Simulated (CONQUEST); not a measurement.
# A series of single points on Os

System: Os (P6₃/mmc, 4 atoms in the cell).
Method: Kohn-Sham DFT of a periodic cell, PBEsol, PseudoDojo NC PBEsol, no spin polarisation (CONQUEST 1.3).

The 7 runs differ only in the geometry, by an even scaling of the cell at fixed fractional positions. The structure derives from an entry of the Crystallography Open Database.

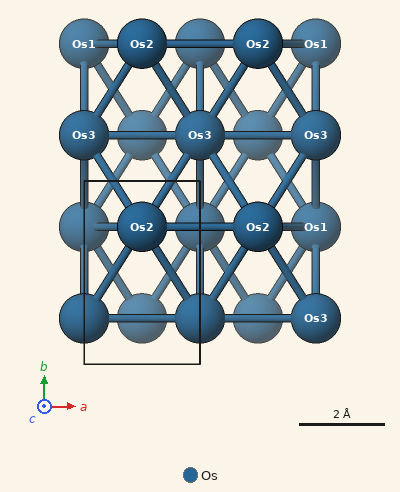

Figure 1. The structure of run 4 (ball-and-stick view of the cell of the calculation, repeated 2 × 2 × 1, along the c axis; atoms are numbered from 1 in the order of the input). An atom can appear more than once, as a periodic image.

**Input of run 4**
```
IO.Title Os
IO.Coordinates coords.dat
IO.FractionalAtomicCoords T
IO.Iprint 2
IO.Iprint_init 1
General.NumberOfSpecies 1
General.PseudopotentialType hamann
AtomMove.TypeOfRun static
AtomMove.FullStress T
Grid.PointsAlongX 32
Grid.PointsAlongY 48
Grid.PointsAlongZ 48
DM.SolutionMethod diagon
Diag.MPMesh T
Diag.GammaCentred T
Diag.MPMeshX 10
Diag.MPMeshY 6
Diag.MPMeshZ 6
Diag.kT 0.00183747
minE.SCTolerance 1e-6
SC.MaxIters 100
IO.AtomChargeOutput T
%block ChemicalSpeciesLabel
1 190.200 Os
%endblock
```

Command:
```bash
OMP_NUM_THREADS=1 Conquest
```

Lattice vectors (Å) and fractional positions of run 4:
```
   2.734100    0.000000    0.000000
   0.000000    4.319700    0.000000
   0.000000    0.000000    4.735600
Os  0.000000  0.750000  0.333333
Os  0.500000  0.750000  0.833333
Os  0.000000  0.250000  0.666667
Os  0.500000  0.250000  0.166667
```

Run 2 has the same physical settings and fractional positions; its lattice vectors (Å) are:
```
   2.697148    0.000000    0.000000
   0.000000    4.261319    0.000000
   0.000000    0.000000    4.671598
```

**Results, with one run withheld**

| run | volume per atom (Å³) | free energy per atom, from the lowest run given (meV) | pressure (GPa) |
| --- | --- | --- | --- |
| 1 | 13.143 | 100.97 | 36.75 |
| 2 | 13.423 | ? | ? |
| 3 | 13.703 | 14.78 | 13.32 |
| 4 | 13.982 | 0.00 | 3.63 |
| 5 | 14.262 | 1.07 | −4.83 |
| 6 | 14.542 | 16.50 | −12.83 |
| 7 | 14.821 | 44.71 | −19.57 |

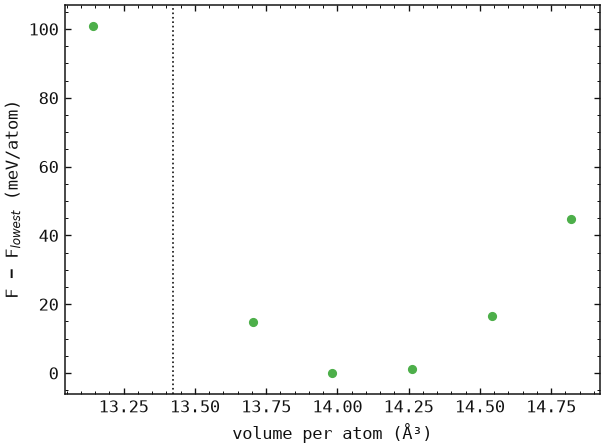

Figure 2. Free energy per atom of the runs given; the dotted line marks run 2.

Fit the runs given and predict run 2.

A cubic polynomial in V^(−2/3) (the Birch–Murnaghan form), fitted to the 6 runs given, misses them by at most 0.06 meV per atom. With x = V^(−2/3) − 0.17169 Å⁻², it reads F = −1.2563 + 1048.6 x + 1.4918e+06 x² + 3.3438e+06 x³ (meV per atom). At run 2 it gives 47.77 meV per atom, and the run itself gives 47.48. The slope of the fit gives a pressure −dF/dV of 24.42 GPa there, and the run prints 24.53 GPa. The two needn't agree exactly: the fit is approximate, and the printed stress is taken on a finite basis. The fit has its minimum at 14.100 Å³ per atom, where V d²F/dV² gives 441 GPa. Cell shape and fractional positions are held, so this is the stiffness under even scaling; the relaxed bulk modulus wasn't computed.

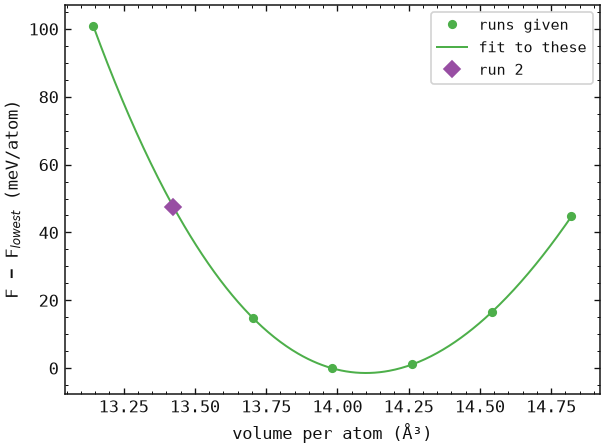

Figure 3. The fit and the withheld run.

**Some lines of the output (run 2)**
```
[...]
          DFT Total Energy                 :      -404.582656263817739 Ha
          Free Energy (E-TS)               :      -404.598618591078321 Ha
          DFT Total Energy                 :      -404.596992939869665 Ha
          Free Energy (E-TS)               :      -404.598079718997326 Ha
          DFT Total Energy                 :      -404.597326252171229 Ha
          Free Energy (E-TS)               :      -404.598071390524410 Ha
          DFT Total Energy                 :      -404.597329560294213 Ha
          Free Energy (E-TS)               :      -404.598071114658580 Ha
          DFT Total Energy                 :      -404.597329409850488 Ha
          Free Energy (E-TS)               :      -404.598070973243182 Ha
          DFT Total Energy                 :      -404.597329383522776 Ha
      | Free Energy as E-TS      =      -404.598070973243182 Ha
      |* DFT total energy        =      -404.597329383522776 Ha
    force: Average pressure:     24.52781840 GPa
```

Notes: Spin–orbit coupling is left out, which matters for Os. With a small basis of atomic orbitals these values can differ much from converged plane-wave results.
